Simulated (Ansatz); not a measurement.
## Ti: single-point calculation

- system: Ti (6 atoms in the cell)
- method: DFT PBEsol, scalar-relativistic, plane waves, PAW, no spin polarisation (Ansatz 0.2.0)

The structure derives from an entry of the Crystallography Open Database. It belongs to a series of runs on one base structure; here: the crystal above the cut slid by 0.1667 of the vector 1 a1 + 1 a2 (4.967 Å). Figures and captions count atoms from 1; the log counts them from 0 in places.

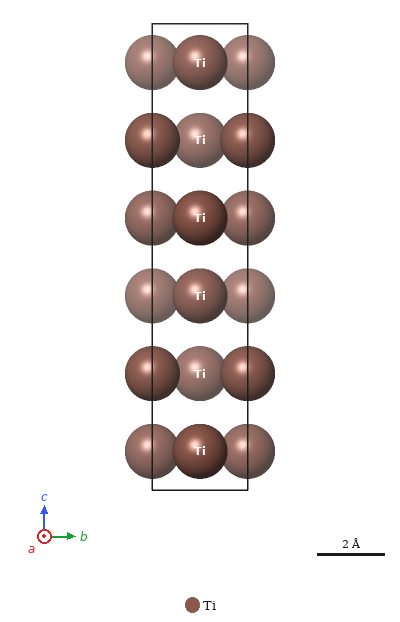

**Figure 1.** The structure as given in the input (spheres-only view of the cell 2 times as large as that of the calculation, set on its symmetry axes, along the a axis). An atom can appear more than once, as a periodic image.

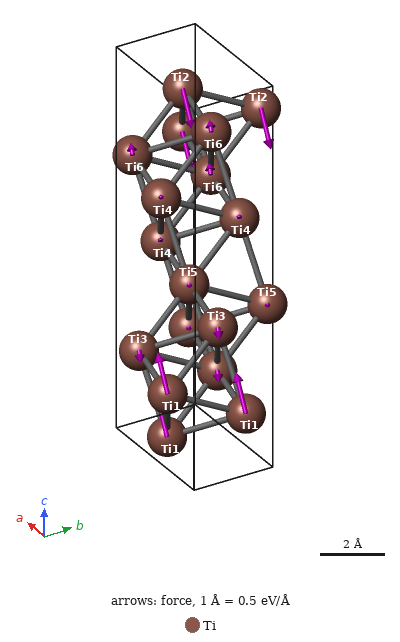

**Figure 2.** Forces on the atoms as pink arrows (ball-and-stick view of the cell 2 times as large as that of the calculation, set on its symmetry axes, seen at an oblique angle; atoms are numbered from 1 in the order of the input). The largest act on Ti1, Ti2 (0.68 eV/Å); Ti3, Ti6 (0.21 eV/Å). The geometry is not a stationary point of this energy.

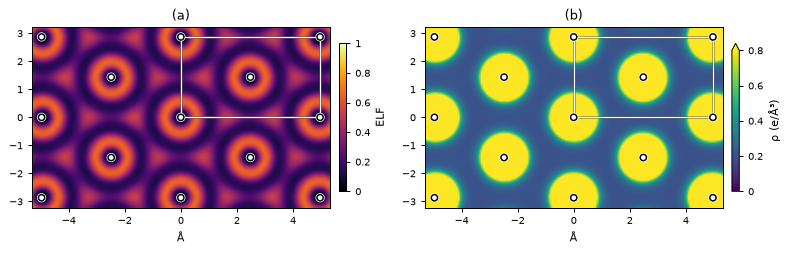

**Figure 3.** (a) electron localisation function; (b) valence charge density (pseudo) on the (001) plane of the conventional cell. Circles mark the nuclei in the plane (Ti). Ti–Ti (2.87 Å): the density is about 0.2 e/Å³ at the midpoint; the ELF is about 0.25 at the midpoint; no localised pair between them. Away from the nuclei the density in this plane falls to 0.2 e/Å³ at its lowest. The strong features right at Ti lie inside the PAW spheres (semicore, d or f shells) and say nothing about bonding. The fields are those of the smooth PAW valence density.

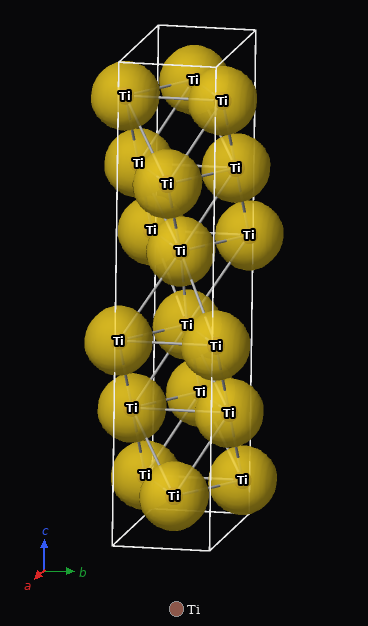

**Figure 4.** Isosurface of the valence pseudo-density at 0.4 e/Å³ (yellow), seen slightly off an axis. Sticks mark near contacts. The outline is the cell set on symmetry axes. At this value the density breaks into separate islands; it holds about 75 % of the electrons treated as valence (semicore included). It is pinched off along the Ti–Ti (2.48 Å) and Ti–Ti (2.87 Å) contacts. On the grid the lowest density along these lines, outside the cores, is 0.28 e/Å³ (Ti–Ti, 2.48 Å) and 0.2 e/Å³ (Ti–Ti, 2.87 Å).

The input and output of the run follow.

Input:
```yaml
crystal:
  lattice:
    - [2.0279211511, -2.0279211511, 0.0]
    - [2.0279211511, 0.0, -2.0279211511]
    - [8.7877935161, 7.7736301484, 7.7736301484]
  atoms:
    - { symbol: Ti, position: [0.6527777783, 0.6527777783, 0.0833166667] }
    - { symbol: Ti, position: [-0.152805555, -0.152805555, 0.91665] }
    - { symbol: Ti, position: [0.2916611117, 0.2916611117, 0.2499833333] }
    - { symbol: Ti, position: [0.5694277783, 0.5694277783, 0.5833166667] }
    - { symbol: Ti, position: [-0.069455555, -0.069455555, 0.41665] }
    - { symbol: Ti, position: [0.2083111117, 0.2083111117, 0.7499833333] }
basis:
  ecutwfc: 420
kpoints:
  mp_grid: { grid: [23, 23, 5] }
hamiltonian:
  xc: pbesol
scf:
  occupations: { method: gaussian, width: 0.15 }
output:
  forces: true
  stress: true
  eigenvalues: true
  write_density: true
  write_potential: true
  elf: true
  volumetric_format: npy
```

Launch command:
```bash
ansatz run input.yaml --threads 2 --pin off --max-ram 5120MiB --backend cpu --events-out ev --progress --plain --runs-dir out
```

What the program printed:
```
Engine: ansatz 0.2.0, aarch64-unknown-linux-gnu
Pseudopotentials: kind: paw
Pseudopotential: Ti, paw, valence charge 12, recommended cutoff 420 eV (normal), Ti.paw.azcp
Functional definition: PBEsol
  exchange = pbesol_x
  correlation = pbesol_c
Crystal: 6 atoms, lattice volume = 100.077 Å³
Basis set: ecut = 420 eV, 1943 PW (Γ), exchange–correlation on 40×40×192 points (8 copies of the dense FFT grid, shifted against one another)
Bands: 44, of which v1, the nominal top of the filled ones, is band 36 counted from 1 (35 counted from 0)
Symmetry: 4 space group operations
Space group: C2/m (ITA 12), of the structure as read, at distance tolerance 4.6e-5 Å
k-points: 696 of 2645
Non-local potential: Ti, projectors of the file, l = 0: 3, l = 1: 2, l = 2: 3, l = 3: 1
PAW form: soft (Blöchl's): semilocal exchange-correlation on the pseudo side does not see the compensation charge
PAW frozen core: Ti, regenerated for the run's functional, and the local potential with it (the file was generated under x = pbe(κ = 0.804, μ = 0.2195149727645171), c = pbe(β = 0.06672455060314922))
PAW one-centre angular grid: Ti, 590 points (default); XC on 64 Gauss nodes
Initial density: superposition of atomic densities (neutral atoms: chi_scale 0, normalization atom), corrected by the library's trained network
Initial wavefunctions: pseudopotential atomic-orbital guess
Functional: x = pbesol(κ = 0.804, μ = 0.12345679012345678), c = pbesol(β = 0.046)
SCF iter   1: F=—  HF=-14842.988127 eV  |F-HF|=—  |Δ(HF+E_count)|=         —  Δρ=9.06e-3  dr2=6.19e-1  ethr=1.77e-3  ⟨swp⟩=5.8  Hψ=120650  notcnv=0
preconditioner: auto → Kerker (q_TF=auto, 2.583 Å⁻¹)  [metal: Δε(μ)=0.001 eV  Ē_g=2.486 eV  σ=0.150 eV  W_gap=0.00  n_scr=22 (ndim 8)  ℏωp=18.2 eV  f_vac=0.000  D(μ)=9.78/eV (n_scr^D=108)]
SCF iter   2: F=—  HF=-14842.971393 eV  |F-HF|=—  |Δ(HF+E_count)|=   1.67e-2  Δρ=3.94e-3  dr2=1.17e-1  ethr=8.60e-4  ⟨swp⟩=1.0  Hψ=36296  notcnv=0  defer=7
SCF iter   3: F=—  HF=-14842.968110 eV  |F-HF|=—  |Δ(HF+E_count)|=   3.28e-3  Δρ=5.80e-4  dr2=2.36e-4  ethr=1.63e-4  ⟨swp⟩=1.0  Hψ=30208  notcnv=0  defer=7
SCF iter   4: F=—  HF=-14842.968180 eV  |F-HF|=—  |Δ(HF+E_count)|=   7.02e-5  Δρ=1.36e-4  dr2=2.02e-5  ethr=3.28e-7  ⟨swp⟩=2.2  Hψ=42558  notcnv=0  defer=8
SCF iter   5: F=—  HF=-14842.968167 eV  |F-HF|=—  |Δ(HF+E_count)|=   1.34e-5  Δρ=3.86e-5  dr2=2.27e-6  ethr=2.80e-8  ⟨swp⟩=1.6  Hψ=35102  notcnv=0  defer=171
SCF iter   6: F=-14842.968166 eV  HF=-14842.968166 eV  |F-HF|=5.25e-8  |Δ(HF+E_count)|=   2.62e-7  Δρ=8.73e-6  dr2=7.90e-8  ethr=1.39e-10  ⟨swp⟩=9.6  Hψ=193721  notcnv=0
SCF 1 converged in 6 iterations: F = -14842.968166 eV  dr2 = 7.90e-8
  greatest PAW one-centre occupation: 0.999 electrons in one spin orbital (limit 2), on the Ti atom at site 5 (counted from 0), in its partial waves of l = 0
SCF converged after 6 iterations
Free energy (F): -14842.968166 eV
Harris-Foulkes:  -14842.968166 eV  (|F-HF|=5.25e-8)
Internal energy: -14842.858005 eV  (E = F + TS)
E sigma→0 (E₀):  -14842.913086 eV
Entropy (-TS):   -0.110161 eV (-18.360 meV/atom)
Fermi energy:    13.759493 eV
--- Per-component energies (eV) ---
  E_band       = -895.705572
  E_kinetic    = 1640.245628
  E_local      = -4761.267253  (includes V_loc(G=0)·N_el)
  E_nonlocal   = 57.791401
  E_hartree    = 1961.885365
  E_xc         = -581.650628
  E_vxc        = -730.979233  (∫ρ·V_xc dr)
  E_paw        = -6136.301084  (= ΣΔE_a)
  E_vpaw       = -1025.277871  (= ΣTr[D̂ρ^β])
  E_aug_tail   = 0.000643  (compensation charges beyond the density's cutoff)
  E_ewald      = -7024.398383
  E_core_change = 0.836306  (= ΣΔE_core)
  E_smearing   = -0.110161  (= −TS)
  E_closure    = 0.000000  (closes the sum)
  Σ components = -14842.968166   (vs F -14842.968166, Δ=0.00e0)
--- Forces (eV/Å), atoms counted from 1 ---
  atom   1  Ti     0.12222784     0.47252256     0.47252256
  atom   2  Ti    -0.12222784    -0.47252256    -0.47252256
  atom   3  Ti    -0.08233570    -0.13326387    -0.13326387
  atom   4  Ti     0.03092178     0.03927576     0.03927576
  atom   5  Ti    -0.03092178    -0.03927576    -0.03927576
  atom   6  Ti     0.08233570     0.13326387     0.13326387
  max |Σ_I F_I| component: 5.55e-17 eV/Å
--- Stress (GPa, compression-positive) ---
       -0.826370      -0.597817      -0.597817
       -0.597818       0.264084       0.467375
       -0.597818       0.467375       0.264084
  P = ⅓ Tr σ = -0.0994 GPa (-0.994 kbar)
--- Band table (eV; the first three rows and the last of 696) ---
  k-point 0: bands = ["-42.6047", "-42.5777", "-42.5433", "-42.4883", "-42.4767", "-42.3774", "-19.3566", "-19.1602", "-19.1123", "-18.7656", "-18.6636", "-18.6233", "-18.6197", "-18.6093", "-18.6083", "-18.5750", "-18.5715", "-18.5412", "-18.5402", "-18.5202", "-18.5026", "-18.4733", "-18.4701", "-18.3895", "7.6292", "8.5068", "8.5324", "10.3785", "10.4480", "11.1840", "13.6188", "13.8666", "13.8752", "14.2248", "14.5126", "14.5423", "14.5577", "14.5887", "14.6609", "14.7138", "14.7461", "14.7661", "14.8170", "14.8884"]
  k-point 1: bands = ["-42.6035", "-42.5812", "-42.5386", "-42.4950", "-42.4725", "-42.3775", "-19.3499", "-19.2048", "-19.0579", "-18.8061", "-18.6350", "-18.6235", "-18.6202", "-18.6088", "-18.6073", "-18.5753", "-18.5728", "-18.5401", "-18.5396", "-18.5211", "-18.5056", "-18.4729", "-18.4700", "-18.3916", "7.6664", "8.2131", "8.8741", "10.0566", "10.7030", "11.1646", "13.5903", "13.8891", "13.9460", "14.2113", "14.4775", "14.5188", "14.5636", "14.5862", "14.6728", "14.7114", "14.7211", "14.7615", "14.8518", "14.8579"]
  k-point 2: bands = ["-42.6010", "-42.5866", "-42.5300", "-42.5046", "-42.4685", "-42.3776", "-19.3350", "-19.2480", "-18.9864", "-18.8733", "-18.6236", "-18.6209", "-18.6103", "-18.6057", "-18.5994", "-18.5758", "-18.5748", "-18.5398", "-18.5369", "-18.5228", "-18.5122", "-18.4723", "-18.4699", "-18.3953", "7.7749", "7.9678", "9.2618", "9.6645", "10.8944", "11.1125", "13.5584", "13.9134", "14.1184", "14.1894", "14.3210", "14.5196", "14.5786", "14.5826", "14.6547", "14.7278", "14.7343", "14.7592", "14.7907", "14.8721"]
  k-point 695: bands = ["-42.4642", "-42.4602", "-42.4359", "-42.4149", "-42.4015", "-42.2987", "-19.3157", "-19.2762", "-19.2206", "-19.1901", "-19.1505", "-19.1331", "-18.9451", "-18.8362", "-18.8162", "-18.7933", "-18.7697", "-18.7289", "-18.7096", "-18.6822", "-18.6702", "-18.6395", "-18.5858", "-18.4588", "11.1308", "11.2144", "11.2826", "11.4268", "11.7672", "12.0353", "12.0647", "12.1699", "12.5040", "13.0264", "13.4847", "14.0660", "14.1064", "14.3389", "14.4857", "14.6365", "14.7686", "14.9731", "15.3915", "15.7013"]
```

Results in brief:

| quantity | value |
| --- | --- |
| outcome | converged |
| space group (tolerance 0.01 Å) | C2/m (12) |
| electrons treated | 72 |
| free energy | −14842.9682 eV |
| Fermi energy | 13.759 eV |
| gap on the k-point mesh | none (metallic) |
| pressure | −0.10 GPa |
| largest force (length of the vector) | 0.679 eV/Å |
| hardware | 2 threads of Arm Neoverse V1, 24 GiB of memory available, shared host |
| wall time | 1.8 min (CPU time 3.6 min) |
| peak memory | 1.9 GiB |
